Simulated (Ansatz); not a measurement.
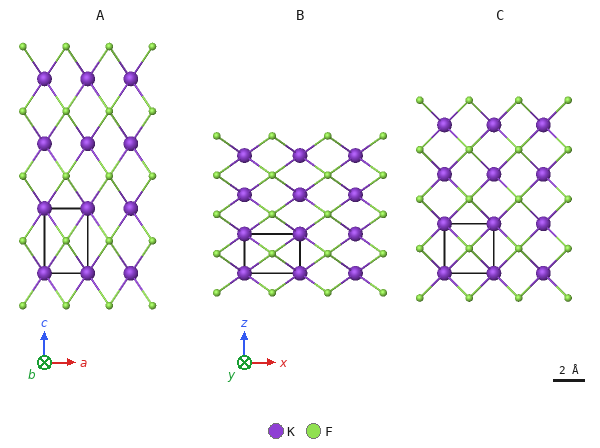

A scan of solid KF (Pm-3m): the ratio of the cell's length along z to its lengths across, counted as 1 for the reference, is changed at fixed volume (a tetragonal or Bain path), with the atoms kept at their fractional coordinates. x, y and z are the Cartesian axes of the input. Style: ball-and-stick. Shown: the cell of the calculation, repeated 2 × 2 × 3 with one cell outlined, along the b axis.

The calculation used DFT PBE, scalar-relativistic, plane waves, PAW in Ansatz 0.2.0. Set-up: plane-wave cutoff 420 eV; k-point mesh 8 × 8 × 8; occupations gaussian; smearing width 0.05 eV; no spin polarisation. Energies (free energies at the smearing named) are counted from the cell as listed in its source, which wasn't relaxed.

**Order these geometries by energy, lowest first.**

Lowest first: C (the relative ratio 1.00, 0 meV/atom), B (the relative ratio 0.707, 427 meV/atom), A (the relative ratio 1.50, 567 meV/atom). Over the whole scan: of the computed points the lowest is at the relative ratio 1.00, 0 meV/atom. The distortion takes the space group from Pm-3m to P4/mmm. At the relative ratio 1.50 the cell of the drawing goes a 3.259 → 2.847 Å, b 3.259 → 2.847 Å, c 3.259 → 4.270 Å.
